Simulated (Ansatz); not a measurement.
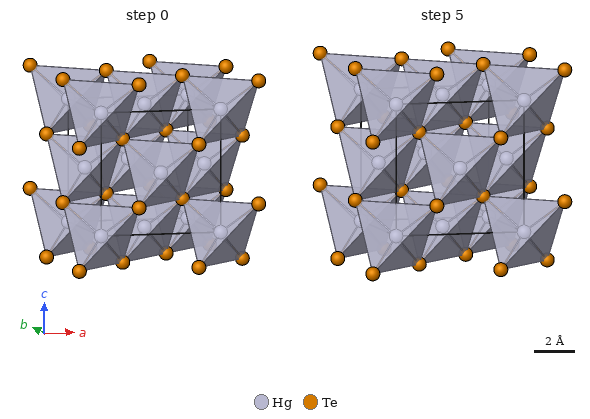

The structure of crystalline HgTe (built on the zincblende type) before (left) and after (right) a relaxation, at one scale.

Style: polyhedral. Shown: the conventional cell (4 times the calculation's cell), slightly off an axis. Lengths and directions refer to the drawn axes.

All numbers below come from DFT, PBE, plane waves, PAW in Ansatz.

Input file:
```yaml
crystal:
  lattice:
    - [0.0, 3.1072991488, 3.1072991488]
    - [3.1072991488, 0.0, 3.1072991488]
    - [3.1072991488, 3.1072991488, 0.0]
  atoms:
    - { symbol: Hg, position: [0.0, 0.0, 0.0] }
    - { symbol: Te, position: [0.25, 0.25, 0.25] }
kpoints:
  mp_grid: { grid: [6, 6, 6] }
hamiltonian:
  xc: pbe
scf:
  occupations: { method: fermi_dirac, width: 0.02 }
relax:
  f_tol: 0.005
  cell: {}
```

**What changed between the two?**

The atoms keep their places relative to the cell (all moves are under 0.005 Å). The volume changes by +22.6 %, with a = b = c 6.215 → 6.652 Å (+7.0 %). Near-neighbour distances that change, for instance: Hg1–Te2 2.691 → 2.880 Å. The space group stays F-43m (No. 216). After 4 accepted moves (5 points after the start) the energy has fallen by 205 meV per atom. All forces vanish by symmetry, so only the cell relaxes. The pressure goes from 11.86 to 0.03 GPa. The SCF was repeated once at an unchanged geometry on a basis and grid sized afresh for the cell, which shifted the energy by 1.4 meV per atom at most.
